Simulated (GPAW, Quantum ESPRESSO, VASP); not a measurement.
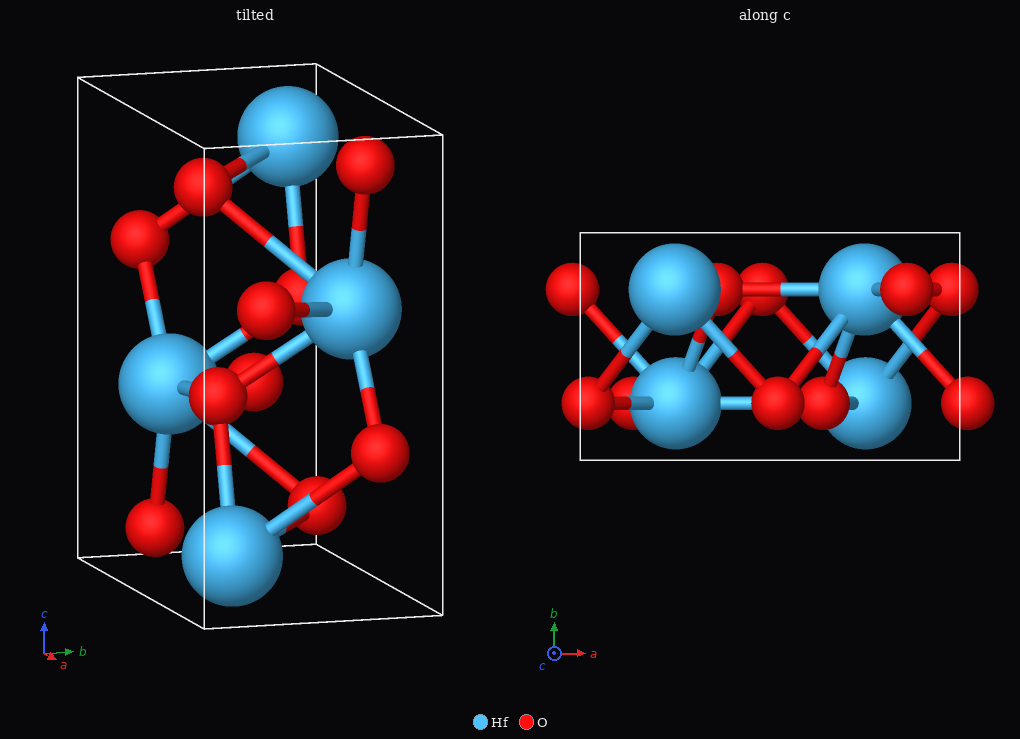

HfO₂, space group Pnma (No. 62), a = 5.556 Å, b = 3.334 Å, c = 6.505 Å, α = 90.00°, β = 90.00°, γ = 90.00°. Drawn in the ball-and-stick manner and seen slightly off an axis and along the c axis. The conventional unit cell is drawn as a box. The cell is a structure listed in the Materials Project. Other forms of this composition are known.

One fixed geometry in three programs or potential sets. Alike in all runs: functional PBE; k mesh 5 × 8 × 4 on the run's cell of 12 atoms; occupations fermi-dirac, width 0.05 eV; no spin polarisation; no spin-orbit coupling.

| program | gap (eV) | pressure (GPa) |
| --- | --- | --- |
| GPAW (PAW data 1.2.1) | 3.41 | 3.3 |
| Quantum ESPRESSO (SSSP 1.3 efficiency) | ? | ? |
| VASP (PBE potentials, release 64 Hf_pv, O) | 3.40 | -0.4 |

Estimate the row of Quantum ESPRESSO (SSSP 1.3 efficiency).

A gap of 3.44 eV and a pressure of 1.2 GPa. The other rows span 3.40 to 3.41 eV and -0.4 to 3.3 GPa.

Is this cell larger or smaller than the equilibrium cell of this functional?

The pressures reach from -0.4 to 3.3 GPa, across zero or close to it, so the programs don't settle the sign.

Gaps are the least found on the k-mesh; a mesh with odd divisions misses some points on the zone boundary, so where the band edges lie there the true gap is smaller. Plane-wave pressures hold the error of each finite cutoff.

Caveat: spin-orbit coupling is left out, which shifts the gaps of compounds of heavy elements.
